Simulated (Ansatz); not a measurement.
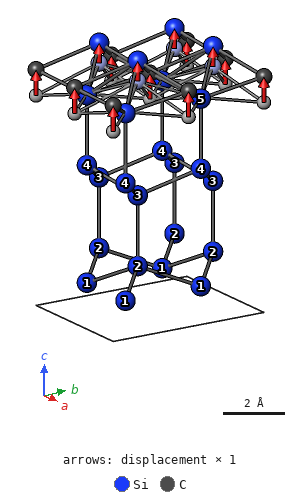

This is a constrained relaxation of a slab of composition Si₆C (cut from the P6_3/mmc phase). The starting structure is drawn faded, the final one solid; red arrows show the displacements, at their true length.

A ball-and-stick model of the 2 × 2 repeat of the cell, outlined in the plane, without the vacuum, seen slightly off an axis.

Case: C put at a hollow Si-Si site. The slab is the (0 0 1) face of Si with C on it. 3 atoms are held fixed.

These are results of Ansatz 0.2.0, DFT PBEsol, scalar-relativistic, plane waves, PAW, not measurements. Settings: plane-wave cutoff 420 eV; k-point mesh 9 × 9 × 1; occupations gaussian; smearing width 0.05 eV; collinear spin; dipole correction; atoms relaxed in a fixed cell; force threshold 0.03 eV/Å; at most 70 steps.

### What happened in the run?

After 8 geometry steps the energy has fallen by 0.793 eV per cell of the calculation. The largest force component goes from 1 to 0.00086 eV/Å. The C atom moves most: 0.87 Å along the normal (+c). Largest moves by element: C 0.87 Å, Si 0.68 Å. The lattice vectors keep their values. Some distances before and after: Si–Si 2.308 → 2.610 Å, C–Si 2.408 → 2.340 Å, C–Si 2.227 → 2.293 Å, Si–Si 2.393 → 2.342 Å. Bond angles that change, for instance: Si–Si–Si 111.9° → 94.2°, Si–C–Si 118.3° → 113.0°. The program noted that the starting moments weren't kept.

Limits of the set-up: the periodic images lie only 3.8 Å apart, so the values are limited by the cell's size.
